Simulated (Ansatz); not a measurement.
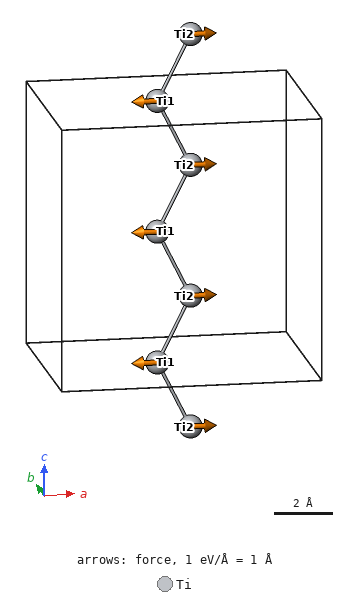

Starting geometry of a wire of composition Ti with the computed forces as orange arrows. The picture is a ball-and-stick view of the 2 repeat of the cell, with the vacuum cut short, seen slightly off an axis.

Case: zigzag chain of atoms.

Computed with DFT PBE, scalar-relativistic, plane waves, PAW (Ansatz).

Input
```yaml
crystal:
  lattice:
    - [10.2, 0.0, 0.0]
    - [0.0, 9.3, 0.0]
    - [0.0, 0.0, 4.6629667116]
  atoms:
    - { symbol: Ti, position: [0.4428558001, 0.5, 0.0], spin: 1.5 }
    - { symbol: Ti, position: [0.5571441999, 0.5, 0.5], spin: 1.5 }
basis:
  ecutwfc: 420
kpoints:
  mp_grid: { grid: [1, 1, 14] }
hamiltonian:
  xc: pbe
scf:
  occupations: { method: gaussian, width: 0.05 }
output:
  forces: true
  stress: true
  eigenvalues: true
  populations: true
  write_density: true
  write_potential: true
  elf: true
  volumetric_format: npy
magnetization:
  spin_polarized: true
relax:
  adjacent_minimum: "off"
  f_tol: 0.01
  max_steps: 45
  cell: { fix: [a, b, alpha, beta, gamma], stress_tol: 0.03 }
```

Command:
```bash
ansatz run input.yaml --threads 2 --pin off --max-ram 5120MiB --backend cpu --events-out ev --progress --plain --runs-dir out
```

Is this structure relaxed? If not, where do the atoms go?

It isn't relaxed: the largest force vector, on Ti atoms, is 0.94 eV/Å. The atoms end up moving mostly along the starting forces (cosine between the two patterns 1.00). The largest moves relative to the layer's centre, 0.45 Å, are those of Ti1 and Ti2. Along the periodic axis the drawn cell goes c 9.326 → 5.225 Å (−44.0 %). Some distances before and after: Ti1–Ti1 4.663 → 2.613 Å, Ti1–Ti2 2.607 → 2.436 Å. New bonds form: Ti1–Ti1 (4.66 → 2.61 Å), Ti2–Ti2 (4.66 → 2.61 Å). Bond angles that change, for instance: Ti2–Ti1–Ti2 126.9° → 64.8°. After 13 accepted moves (14 points after the start) the energy has fallen by 2.283 eV per cell of the calculation. The largest force component goes from 0.94 to 0.0042 eV/Å. The SCF was repeated once at an unchanged geometry on a basis and grid sized afresh for the cell, which shifted the energy by 1.7 meV per cell of the calculation at most. The program noted that the starting moments weren't kept. Cost: 94 s on 2 threads of Arm Neoverse V2, with other jobs on the host, peak memory 0.65 GiB.

Limits of the set-up: the k-point mesh is coarse for a cell with partly filled bands.
